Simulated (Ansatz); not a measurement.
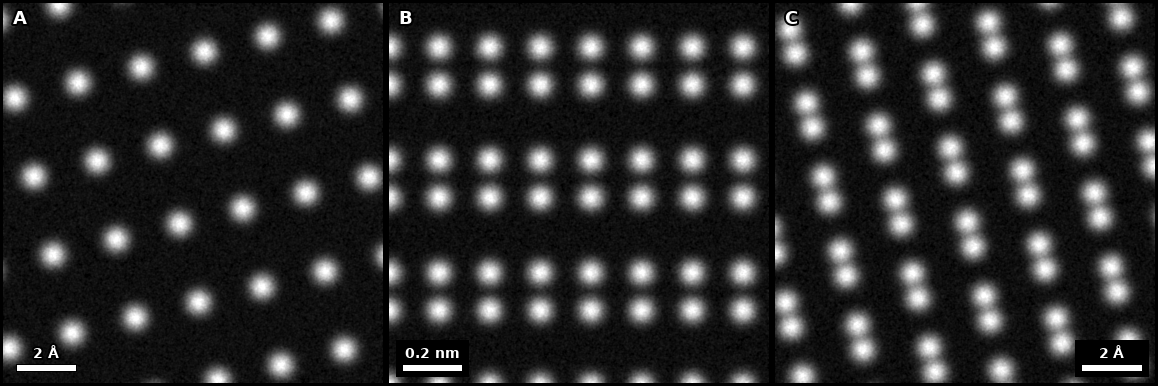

Three views of Ga (P6/mmm, No. 191) along different zone axes. Simulation: incoherent imaging, intensity Z^1.7 per atom, probe width 0.57 Å, thin sample. The display is stretched by a gamma of 0.65; percentages refer to the linear signal. Shot noise was added. Structure used: the end point of a relaxation with DFT PBE, scalar-relativistic, plane waves, PAW in Ansatz 0.2.0; the starting structure was generated, so it need not be a known form of this composition.

```
CELL_PARAMETERS angstrom
4.45299 0.00000 0.00000
-2.22650 3.85640 0.00000
0.00000 0.00000 2.75742
ATOMIC_POSITIONS crystal
Ga 0.33333 0.66667 0.00000
Ga 0.66667 0.33333 0.00000
```

> Match the panels to the zone axes [102], [210] and [211].

A is [210]: projected cell 2.23 × 2.76 Å, 90°, plane group p2mm. B is [102]: projected cell 1.73 × 3.86 Å, 90°, plane group p2mm. C is [211]: projected cell 2.58 × 2.58 Å, 120°, plane group c2mm.
